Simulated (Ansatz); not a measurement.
A series of calculations on Sb

Part 1: Relaxation

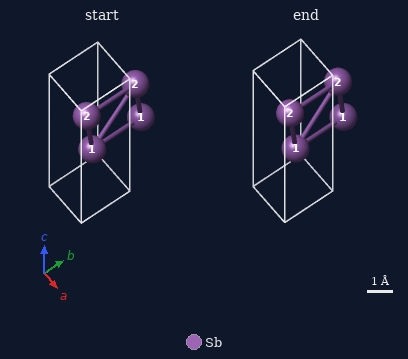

The structure of crystalline Sb (set up in P6_3/mmc) before (left) and after (right) a relaxation, at one scale.

A ball-and-stick model of the cell of the calculation, repeated 1 × 2 × 1 with one cell outlined, seen from a free direction.

Method: Ansatz, DFT PBEsol, scalar-relativistic, plane waves, PAW. Set-up: plane-wave cutoff 420 eV; k-point mesh 15 × 15 × 8; occupations gaussian; smearing width 0.1 eV; no spin polarisation; cell and atoms relaxed; force threshold 0.005 eV/Å; at most 80 steps.

Describe what moved and what it gained.

The atoms keep their places relative to the cell (all moves are under 0.005 Å). Cell: a = b 3.369 → 3.315 Å (−1.6 %), c 5.330 → 5.496 Å (+3.1 %). Volume −0.2 %. Some distances before and after: Sb1–Sb1 3.369 → 3.315 Å, Sb1–Sb2 3.299 → 3.349 Å. The space group stays P6_3/mmc (No. 194). After 4 accepted moves (5 points after the start) the energy has fallen by 13.0 meV per cell of the calculation. All forces vanish by symmetry, so only the cell relaxes. Pressure: −0.04 GPa at the start and 0.00 GPa at the end. At 1 point the geometry stayed and the basis and grid were re-selected for the new cell (energy shift of less than 0.05 meV per cell of the calculation at most each time).

Part 2: Relaxation

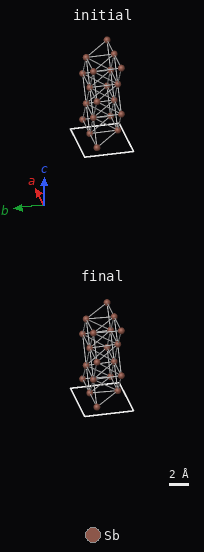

The structure of a slab of composition Sb (cut from the P6_3/mmc phase) before (top) and after (bottom) a relaxation, at one scale.

The picture is a ball-and-stick view of the 2 × 1 repeat of the cell, outlined in the plane, without the vacuum, seen from a free direction.

Case: (1 0 0) slab, atoms relaxed. The slab is the (1 0 0) face of Sb.

The calculation used DFT PBEsol, scalar-relativistic, plane waves, PAW in Ansatz.

The input:
```yaml
crystal:
  lattice:
    - [3.3151761835, 0.0, 0.0]
    - [0.0, 5.4956168484, 0.0]
    - [0.0, 0.0, 24.5700893097]
  atoms:
    - { symbol: Sb, position: [0.0, 0.75, 0.3052491957] }
    - { symbol: Sb, position: [0.5, 0.25, 0.3441993566] }
    - { symbol: Sb, position: [0.5, 0.75, 0.4220996783] }
    - { symbol: Sb, position: [0.0, 0.25, 0.4610498391] }
    - { symbol: Sb, position: [0.0, 0.75, 0.5389501609] }
    - { symbol: Sb, position: [0.5, 0.25, 0.5779003217] }
    - { symbol: Sb, position: [0.5, 0.75, 0.6558006434] }
    - { symbol: Sb, position: [0.0, 0.25, 0.6947508043] }
basis:
  ecutwfc: 420
kpoints:
  mp_grid: { grid: [10, 7, 1] }
hamiltonian:
  xc: pbesol
scf:
  occupations: { method: gaussian, width: 0.1 }
output:
  forces: true
  eigenvalues: true
relax:
  adjacent_minimum: "off"
  f_tol: 0.02
  max_steps: 60
efield:
  axis: 3
  dipole_correction: true
```

Question: Summarise the run.

Answer: The largest moves relative to the layer's centre, 0.20 Å, are those of Sb1 and Sb8. Sb1 goes along the normal (+c). The lattice vectors keep their values. Among the contacts that change: Sb1–Sb3 3.315 → 3.048 Å, Sb3–Sb5 3.315 → 3.464 Å, Sb2–Sb4 3.315 → 3.210 Å, Sb2–Sb3 3.349 → 3.256 Å. The energy falls by 0.236 eV per cell of the calculation in 3 accepted moves (4 points after the start). The largest force component goes from 0.55 to 0.018 eV/Å. 1 step only repeated the SCF at the same geometry. The run took of the order of 6 core-minutes on a shared host.

Part 3: A change

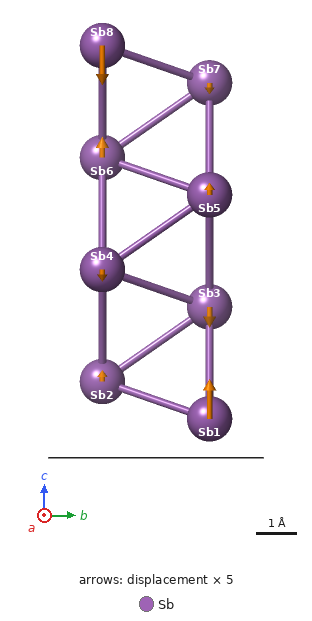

A (1 0 0) slab of Sb as cut from the relaxed bulk. The orange arrows show how the atoms are displaced, magnified 5 times. The picture is a ball-and-stick view of the 2 × 1 repeat of the cell, outlined in the plane, without the vacuum, seen along the a axis.

These are results of DFT PBEsol, scalar-relativistic, plane waves, PAW in Ansatz, not measurements. Set-up: plane-wave cutoff 420 eV; occupations gaussian; smearing width 0.1 eV; no spin polarisation. The k-mesh is chosen for each cell (10×7×12, 10×7×1).

Describe the change and its computed effect.

Answer. The atoms of the slab are relaxed at the bulk's in-plane cell. The surface energy (mean of the two faces) falls from 0.46 to 0.36 J/m². The top spacing, between the Sb and Sb planes, goes from 0.96 to 0.81 Å (−15.2 %), the bottom one (Sb to Sb) from 0.96 to 0.81 Å (−15.2 %). The work function of the top face goes from 4.26 to 4.11 eV. The cell doesn't change. The largest moves relative to the layer's centre, 0.20 Å, are those of Sb1 and Sb8. Sb1 goes along the normal (+c). Some distances before and after: Sb–Sb 3.315 → 3.048 to 3.464 Å, Sb–Sb 3.349 → 3.256 to 3.422 Å.
